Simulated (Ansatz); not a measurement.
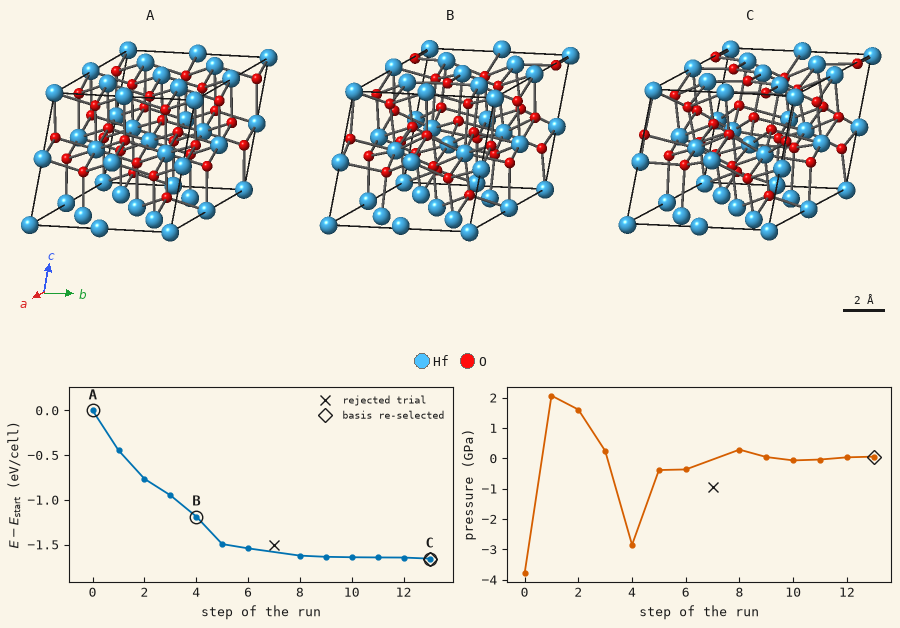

Frames of a relaxation of a crystal of Hf8O13 (a generated structure, set up in P1) (coarse preliminary run), marked on the history of the run. Style: ball-and-stick. Shown: the larger cell on standard axes (2 times the calculation's cell), slightly off an axis.

Case: 3 of 16 O atoms taken out at random.

All numbers below come from DFT PBE, scalar-relativistic, plane waves, PAW in Ansatz 0.2.0. (plane-wave cutoff 420 eV; k-point mesh 2 × 2 × 2; occupations gaussian; smearing width 0.1 eV; mesh shifted by (0.5, 0.5, 0.5); no spin polarisation; cell and atoms relaxed; force threshold 0.04 eV/Å; at most 50 steps)

**What happens along the run?**

The atom that moves furthest relative to the cell is an O atom (0.64 Å roughly along [1 0 3]). By element the largest moves are O 0.64 Å, Hf 0.28 Å. The drawn cell changes as follows: a 12.487 → 12.174 Å (−2.5 %), b 7.209 → 7.234 Å (+0.3 %), c 7.209 → 7.256 Å (+0.7 %), α 90.0° → 88.4°, β 125.3° → 124.0°, γ 90.0° → 92.6°; the volume changes by −0.1 %. Near-neighbour distances that change, for instance: Hf–O 2.240 → 3.188 Å, Hf–O 2.191 → 3.078 Å, Hf–O 2.156 → 2.720 Å, Hf–O 2.208 → 2.699 Å. Bonds break, among them: Hf–O (2.19 → 3.08 Å), Hf–O (2.24 → 3.19 Å). Bond angles that change, for instance: O–Hf–O 179.1° → 155.3°, O–Hf–O 109.8° → 87.0°, O–Hf–O 108.9° → 86.4°. The space group stays P1 (No. 1). The energy falls by 1.657 eV per cell of the calculation in 11 accepted moves (13 points after the start). Largest force component: 0.93 eV/Å at the start, 0.023 eV/Å at the end. Pressure: −3.79 GPa at the start and 0.06 GPa at the end. The line search rejected the trial step at point 7 of the run. The SCF was repeated once at an unchanged geometry on a basis and grid sized afresh for the cell, which shifted the energy by 12.0 meV per cell of the calculation at most. From step 0 to 4: an O atom moves most (0.58 Å), volume +0.6 %, energy −1.186 eV per cell of the calculation. From step 4 to 13: an O atom moves most (0.46 Å), volume −0.7 %, energy −0.470 eV per cell of the calculation.

```csv
step,"E − E(0), meV/atom","largest force component, eV/Å","pressure, GPa","volume, Å³/atom",note
0,0.00,0.9274,-3.79,12.616,
1,-21.25,0.6675,2.07,12.232,
2,-36.39,0.7426,1.61,12.290,
3,-45.15,1.0815,0.25,12.454,
4,-56.49,0.6635,-2.85,12.689,
5,-71.14,0.5228,-0.38,12.658,
6,-73.43,0.7678,-0.36,12.644,
7,-71.78,0.7778,-0.94,12.709,rejected
8,-77.29,0.1426,0.29,12.607,
9,-77.92,0.1416,0.04,12.605,
10,-78.15,0.1103,-0.07,12.613,
11,-78.26,0.0364,-0.04,12.611,
12,-78.32,0.0231,0.03,12.606,
13,-78.89,0.0225,0.06,12.606,"same geometry, new basis"
```
